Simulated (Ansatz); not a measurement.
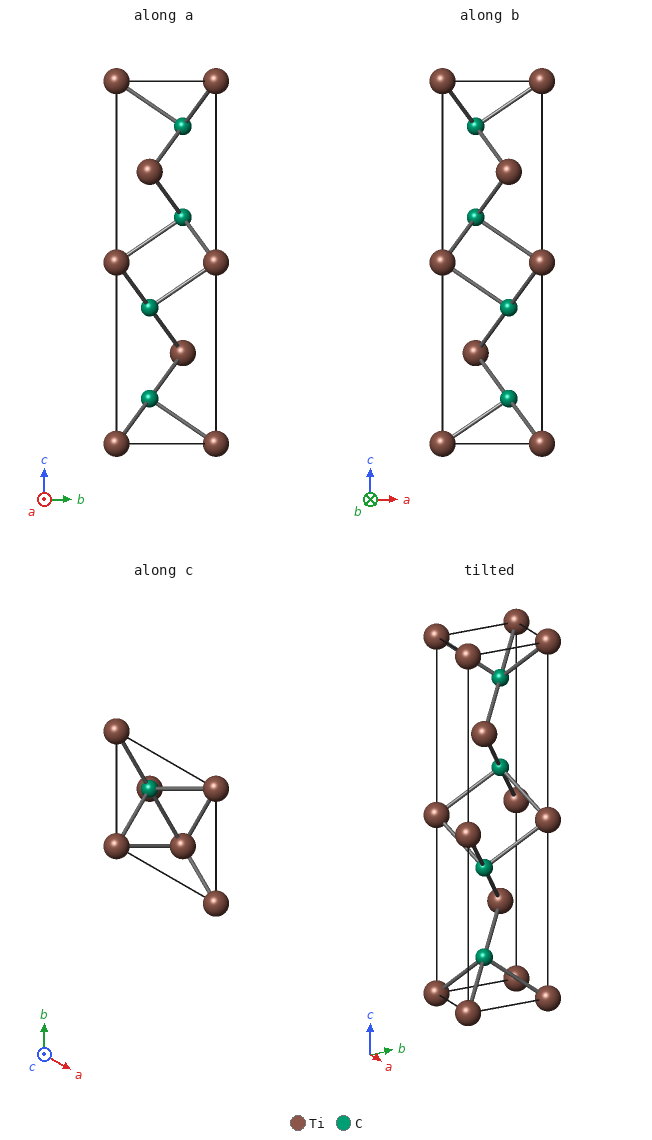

Ball-and-stick drawing of the structure, looking along the a axis, along the b axis, along the c axis and slightly off an axis. The edges of the conventional unit cell are marked.

Lattice parameters: a = 3.100 Å, b = 3.100 Å, c = 9.790 Å, α = 90.00°, β = 90.00°, γ = 120.00°.

Express the structure as a table of Wyckoff sites.

Space group P6_3/mmc (No. 194).
```json
{"atom": "Ti", "site": "2a", "x": "0.0000", "y": "0.0000", "z": "0.0000"}
{"atom": "C", "site": "4f", "x": "0.6667", "y": "0.3333", "z": "0.1245"}
{"atom": "Ti", "site": "2c", "x": "0.3333", "y": "0.6667", "z": "0.2500"}
```

It derives from a structure type filled with these elements by a generator (whether the compound takes this form wasn't checked). Earlier steps of the study may have refined or changed the cell and positions. It was run through Ansatz as a DFT input.
